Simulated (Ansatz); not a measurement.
The structure in question:

```cif
data_structure
_symmetry_space_group_name_H-M 'P 1'
_symmetry_Int_Tables_number 1
_cell_length_a 3.8860
_cell_length_b 3.8860
_cell_length_c 19.2924
_cell_angle_alpha 90.000
_cell_angle_beta 90.000
_cell_angle_gamma 120.000
_cell_volume 252.31
loop_
_atom_site_label
_atom_site_type_symbol
_atom_site_fract_x
_atom_site_fract_y
_atom_site_fract_z
_atom_site_occupancy
Ga1 Ga 0.33333 0.66667 0.10204 1
Ga2 Ga 0.33333 0.66667 0.23129 1
P1 P 0.00000 0.00000 0.05739 1
P2 P 0.66667 0.33333 0.27594 1
Ga3 Ga 0.00000 0.00000 0.43537 1
Ga4 Ga 0.00000 0.00000 0.56463 1
P3 P 0.66667 0.33333 0.39072 1
P4 P 0.33333 0.66667 0.60928 1
Ga5 Ga 0.66667 0.33333 0.76871 1
Ga6 Ga 0.66667 0.33333 0.89796 1
P5 P 0.33333 0.66667 0.72406 1
P6 P 0.00000 0.00000 0.94261 1
```

Q: Say what kind of structure these coordinates give.

A: Formula: GaP. Its lattice is rhombohedral (trigonal R), its space group R-3m (No. 166). Content of the cell: 6 Ga, 6 P (Z = 6). Ga is surrounded by three P and one Ga in a tetrahedral arrangement (2.40 Å to P, 2.49 Å to Ga). P is surrounded by three Ga and one P in a distorted tetrahedral arrangement (2.40 Å to Ga, 2.21 Å to P). The bonds build a three-dimensional framework.

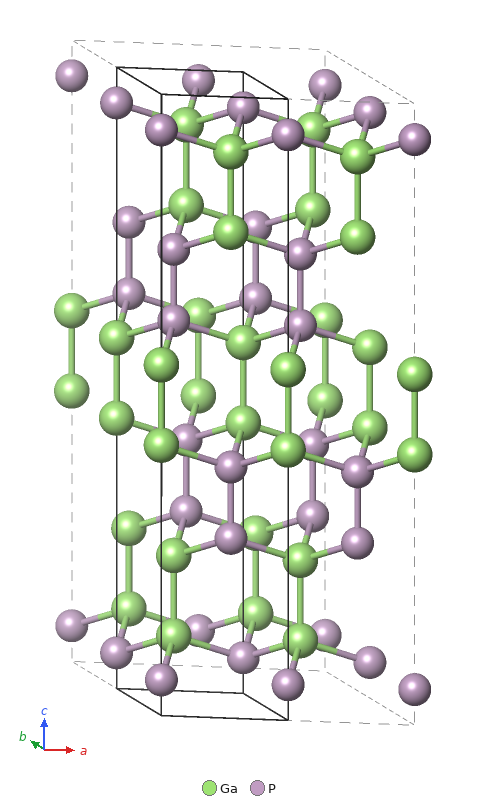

Crystal structure, ball-and-stick style, seen slightly off an axis. 2×2×1 cells are drawn; the solid outline is the conventional unit cell.

It goes back to a structure listed in the Materials Project. Earlier steps of the study may have refined or changed the cell and positions. Ansatz was used for an electronic-structure calculation on it.
